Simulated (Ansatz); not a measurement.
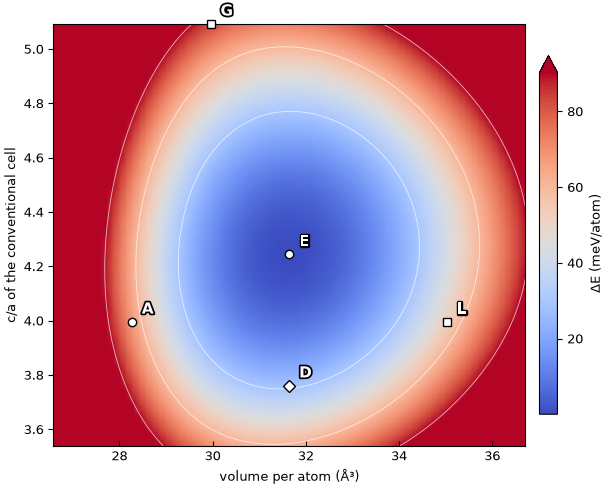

Ge2Sb2Te5 (P-3m1, No. 164; 9 atoms in the cell). 
- The energy is mapped over volume and the cell's shape.
- The first coordinate is: volume per atom; the second: c/a of the conventional cell.
- Nothing is relaxed (fractional coordinates fixed).
- Grid: 7 × 7 points.
- Points are written as (first, second).
- Energies: meV/atom, counted from the lowest grid point.
- The lowest point has no gap; 11 points of the grid have one on the k-mesh.
- All numbers below come from DFT PBE, scalar-relativistic, plane waves, PAW (Ansatz 0.2.0). Settings: cutoff 420 eV, k-mesh 12×12×2 in the order of the run's cell vectors, gaussian smearing 0.03 eV, no spin polarisation.

Drawn: a smooth colour map with a few white contour lines, one colour for all values above the top of the scale, lettered points. Between grid points the surface is interpolated.

Q: Is A the lowest point of the computed grid?

A: No. A lies 68 meV/atom above the lowest grid point, which is at (31.65 Å³, 4.245).

Q: What kind of point is each of A, D, E, L: minimum, saddle, maximum or slope?

A: A: on a slope; D: on a slope; E: minimum; L: on a slope. (In these two coordinates alone; a stationary point may lie a little off the grid point.)

Q: Rank the lettered points by energy, lowest first.

A: E (0 meV/atom), D (29 meV/atom), L (52 meV/atom), A (68 meV/atom), G (83 meV/atom).
